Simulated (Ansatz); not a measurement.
## Ni: geometry relaxation (part 2 of 2)

The same run, continued: Ni (slab, 5 atoms in the cell); DFT, PBEsol, all-electron LAPW, scalar-relativistic, spin-polarised (Ansatz 0.2.0); 17×17×1 k-mesh, Fermi–Dirac smearing of 0.1 eV, collinear spins. It belongs to a series of runs on one base structure; here: atoms relaxed, LAPW.

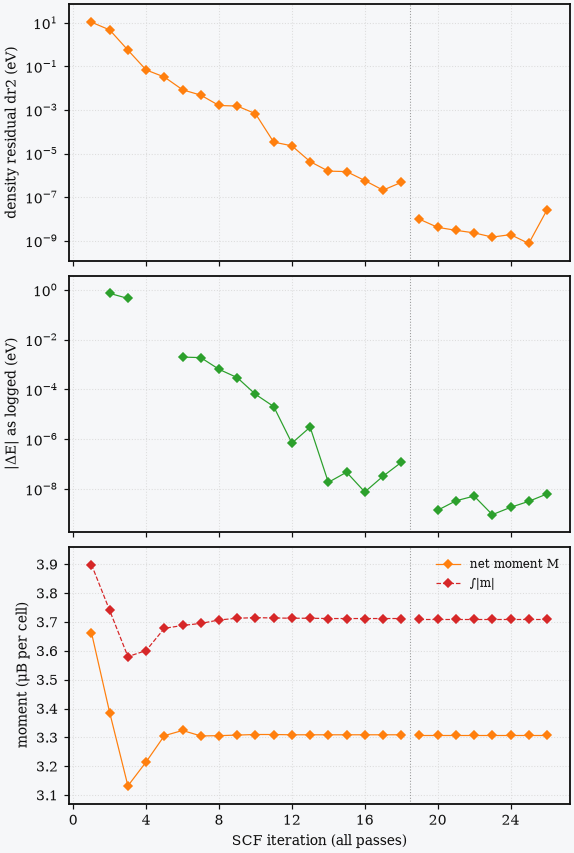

**Figure 1.** Convergence of the self-consistent field: density residual dr2, size of the energy change and magnetic moment against the SCF iteration. The dotted lines part the SCF passes of the relaxation: geometry steps, rejected trials and re-solves on a re-selected basis. The passes take 18 and 8 iterations. The net moment goes from 3.7 to 3.3 μB per cell.

```
SCF converged after 8 iterations
Magnetization: 3.3091 μB (46.6546 up, 43.3454 down)
Absolute magnetization: 3.7119 μB (∫|ρ↑−ρ↓|)
Spin contamination: 0.0404 ħ² per cell (⟨S²⟩ above its minimum at these occupations)
Per-site moments (μB) at R_I (Å): [(0.7451269817450736, 1.1675324215391278), (0.6585554590596736, 1.1675324215391278), (0.65725114049099, 1.1675324215391278), (0.65855519767236, 1.1675324215391278), (0.7451267212892798, 1.1675324215391278)]
Free energy (F): -206738.758199 eV
Harris-Foulkes:  -206738.758199 eV  (|F-HF|=7.38e-8)
Internal energy: -206738.481710 eV  (E = F + TS)
E sigma→0 (E₀):  -206738.619954 eV
Entropy (-TS):   -0.276489 eV (-55.298 meV/atom)
Fermi energy:    4.168630 eV
Dipole field:    D = -0.000000 V/Å  (p = -0.000000 e·Å, saw-weighted, corrected)
Work function:   Φ+ = 5.0539 eV   Φ− = 5.0539 eV
Levels:          The Fermi level and band energies are counted from a zero that moves with the ramp; work functions are not
--- Per-component energies (eV) ---
  E_band       = -2669.481896
  E_kinetic    = 210023.365040
  E_xc         = -8475.337487
  E_efield     = 0.000000  (sawtooth field / dipole correction)
  E_electrostatic = -408286.509263  (all electrons and nuclei)
  E_smearing   = -0.276489  (= −TS)
  E_closure    = 0.000000  (closes the sum)
  E_atoms      = -206701.727222  (free atoms, spherical and without spin; not in F)
  Σ components = -206738.758199   (vs F -206738.758199, Δ=0.00e0)
  Basis errors (estimates in eV, not in F): energy 3.2e-4 per atom: plane waves 2.9e-4 (1.7e-4 summed), levels above the bands 7.2e-44, relativity 1.6e-8, radial functions 2.3e-5, core shells 1.8e-9; eigenvalues (radial functions only) 3.6e-7; not estimated: angular momenta, meshes, grids; target (lapw.basis_error) 1.0e-3; muffin-tin radii Ni 1.168 Å
--- Forces (eV/Å), atoms counted from 1 ---
  atom   1  Ni     0.00000000     0.00000000     0.00063387
  atom   2  Ni     0.00000000     0.00000000    -0.00026753
  atom   3  Ni     0.00000000     0.00000000     0.00001778
  atom   4  Ni    -0.00000000     0.00000000     0.00025837
  atom   5  Ni    -0.00000000     0.00000000    -0.00063737
  max |Σ_I F_I| component: 5.11e-6 eV/Å
--- Stress (GPa, compression-positive) ---
       -1.977168       0.000000       0.000000
        0.000000      -1.977168       0.000000
        0.000000       0.000000      -0.001367
  P = ⅓ Tr σ = -1.3186 GPa (-13.186 kbar)
--- Band table (eV; the first three rows and the last of 90) ---
  k-point 0 ↑: bands = ["-99.2866", "-99.2820", "-99.2061", "-98.9292", "-98.9292", "-59.8861", "-59.8340", "-59.7453", "-59.7453", "-59.7330", "-59.7330", "-59.7017", "-59.6464", "-59.6464", "-59.4494", "-59.4494", "-59.4493", "-59.4493", "-59.3391", "-59.3387", "-4.8894", "-3.6782", "-1.9022", "-0.7360", "-0.7066", "-0.1826", "0.1720", "0.7736", "1.3276", "1.5710", "1.7316", "1.7316", "2.1044", "2.1044", "2.2886", "2.6125", "2.7744", "2.7744", "2.8124", "2.8626", "2.8988", "3.0304", "3.3518", "3.3752", "3.3752", "3.5556", "3.6322", "3.6774", "3.6774", "4.7114", "6.0342", "9.0258", "9.3862", "10.2100", "11.5896", "12.8079", "14.8776"]
  k-point 1 ↑: bands = ["-99.2860", "-99.2815", "-99.2058", "-98.9288", "-98.9288", "-59.8846", "-59.8347", "-59.7495", "-59.7444", "-59.7412", "-59.7326", "-59.6991", "-59.6507", "-59.6463", "-59.4538", "-59.4537", "-59.4491", "-59.4490", "-59.3387", "-59.3383", "-4.7975", "-3.5918", "-1.8265", "-0.6713", "-0.6524", "-0.1520", "0.1969", "0.7874", "1.3311", "1.5944", "1.7215", "1.7448", "1.9938", "2.0980", "2.4103", "2.4405", "2.6465", "2.7092", "2.8174", "2.8754", "3.0621", "3.1690", "3.2217", "3.2406", "3.4578", "3.5170", "3.5505", "3.6118", "3.6918", "4.9355", "6.2825", "9.1127", "9.4804", "10.2947", "11.6801", "12.8824", "14.9613"]
  k-point 2 ↑: bands = ["-99.2841", "-99.2800", "-99.2049", "-98.9275", "-98.9275", "-59.8805", "-59.8369", "-59.7615", "-59.7602", "-59.7420", "-59.7311", "-59.6957", "-59.6628", "-59.6462", "-59.4664", "-59.4662", "-59.4483", "-59.4483", "-59.3374", "-59.3372", "-4.5254", "-3.3386", "-1.6121", "-0.4994", "-0.4942", "-0.0615", "0.2755", "0.8339", "1.3316", "1.6560", "1.7038", "1.7820", "1.8557", "2.0768", "2.1251", "2.5376", "2.5721", "2.6890", "2.8002", "2.8351", "2.9877", "3.0557", "3.0882", "3.1209", "3.4572", "3.4582", "3.6058", "3.6985", "3.7275", "5.4366", "6.8828", "9.3725", "9.7630", "10.5477", "11.9518", "13.1030", "15.2105"]
  k-point 44 ↓: bands = ["-98.4235", "-98.4235", "-98.3575", "-97.9951", "-97.9951", "-59.0827", "-59.0824", "-59.0559", "-59.0551", "-58.9916", "-58.9883", "-58.9587", "-58.9566", "-58.9143", "-58.6696", "-58.6695", "-58.6694", "-58.6694", "-58.4778", "-58.4778", "-0.2714", "-0.1540", "0.1989", "0.4567", "0.4594", "0.6462", "0.9115", "0.9501", "0.9543", "1.8501", "1.8638", "3.0405", "3.0582", "3.6157", "3.7180", "4.0534", "4.1229", "4.1733", "4.1779", "4.2812", "4.4664", "4.4925", "4.5854", "4.8011", "4.8238", "7.1807", "7.5690", "9.0885", "9.4953", "11.4781", "12.0278", "13.8386", "14.1284", "14.4667", "14.7154", "14.7541", "15.0901"]
--- Relaxed structure (2 steps of the walk, 2 accepted, 0 SCFs on fresh bases) ---
  F+E_penalty+E_count = -206738.75819867 eV   max|allowed force component| = 6.384e-4 eV/Å
  atoms:
    - { symbol: Ni, position: [0.0, 0.0, 0.3509781962] }
    - { symbol: Ni, position: [0.5, 0.5, 0.4238870205] }
    - { symbol: Ni, position: [0.0, 0.0, 0.49999991940000005] }
    - { symbol: Ni, position: [0.5, 0.5, 0.5761129745] }
    - { symbol: Ni, position: [0.0, 0.0, 0.6490218893] }
```

## Trajectory as extended XYZ (Å, eV, eV/Å), 2 frames, from step=1 to step=2
```
5
Lattice="2.4497 0.0000 0.0000 0.0000 2.4497 0.0000 0.0000 0.0000 22.9287" Properties=species:S:1:pos:R:3:forces:R:3 step=1 energy=-206738.75820
Ni    0.0000    0.0000    8.0475    0.0000   0.0000   0.0007
Ni    1.2248    1.2248    9.7192    0.0000   0.0000  -0.0004
Ni    0.0000    0.0000   11.4643    0.0000   0.0000   0.0000
Ni    1.2248    1.2248   13.2095    0.0000   0.0000   0.0004
Ni    0.0000    0.0000   14.8812    0.0000   0.0000  -0.0008
5
Lattice="2.4497 0.0000 0.0000 0.0000 2.4497 0.0000 0.0000 0.0000 22.9287" Properties=species:S:1:pos:R:3:forces:R:3 step=2 energy=-206738.75820
Ni    0.0000    0.0000    8.0475    0.0000   0.0000   0.0006
Ni    1.2248    1.2248    9.7192    0.0000   0.0000  -0.0003
Ni    0.0000    0.0000   11.4643    0.0000   0.0000   0.0000
Ni    1.2248    1.2248   13.2095    0.0000   0.0000   0.0003
Ni    0.0000    0.0000   14.8812    0.0000   0.0000  -0.0006
```

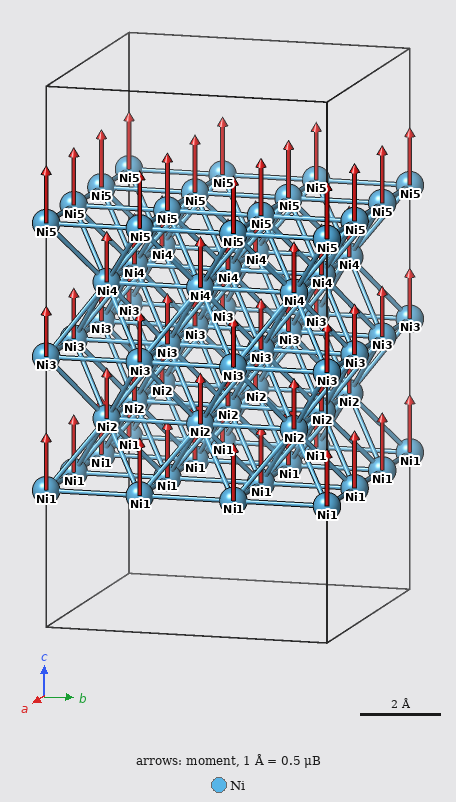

**Figure 2.** Magnetic moments of the sites as red arrows (ball-and-stick view of the 3 × 3 repeat of the cell, with the vacuum cut short, seen slightly off an axis; atoms are numbered from 1 in the order of the input); small moments hardly show. The run is collinear, so the axis drawn is arbitrary. Site moments: Ni1, Ni5 (0.75 μB); Ni2, Ni3, Ni4 (0.66 μB). They are counted near the atoms and needn't add up to the moment of the cell.

This output came from the following input.

## Input
```yaml
crystal:
  lattice:
    - [2.4496600307, 0.0, 0.0]
    - [0.0, 2.4496600307, 0.0]
    - [0.0, 0.0, 22.9287]
  atoms:
    - { symbol: Ni, position: [0.0, 0.0, 0.3509781962], spin: 1.0 }
    - { symbol: Ni, position: [0.5, 0.5, 0.4238870205], spin: 1.0 }
    - { symbol: Ni, position: [0.0, 0.0, 0.4999999194], spin: 1.0 }
    - { symbol: Ni, position: [0.5, 0.5, 0.5761129745], spin: 1.0 }
    - { symbol: Ni, position: [0.0, 0.0, 0.6490218893], spin: 1.0 }
magnetization:
  spin_polarized: true
kpoints:
  mp_grid: { grid: [17, 17, 1] }
scf:
  occupations: { method: fermi_dirac, width: 0.1 }
hamiltonian:
  xc: pbesol
  pseudopotentials: { kind: all_electron, lapw: { basis_error: 0.001 } }
output:
  forces: true
  stress: true
  eigenvalues: true
relax:
  f_tol: 0.01
  max_steps: 12
efield:
  axis: 3
  amplitude: 0
  dipole_correction: true
```

Command:
```bash
ansatz run input.yaml --threads 3 --pin off --max-ram 9216MiB --backend cpu --events-out ev --progress --plain --runs-dir out
```

## Summary

- outcome: converged
- electrons in bands (core shells apart): 90
- free energy: −206738.7582 eV
- Fermi energy: 4.169 eV
- net moment of the cell: 3.31 μB
- integrated absolute moment: 3.71 μB
- final volume: 137.59 Å³
- largest force (length of the vector) at the end: 0.001 eV/Å
- hardware: 3 threads of Arm Neoverse V2, 128 GiB of memory available, shared host
- wall time: 7.9 min (CPU time 23 min)
- peak memory: 1.4 GiB
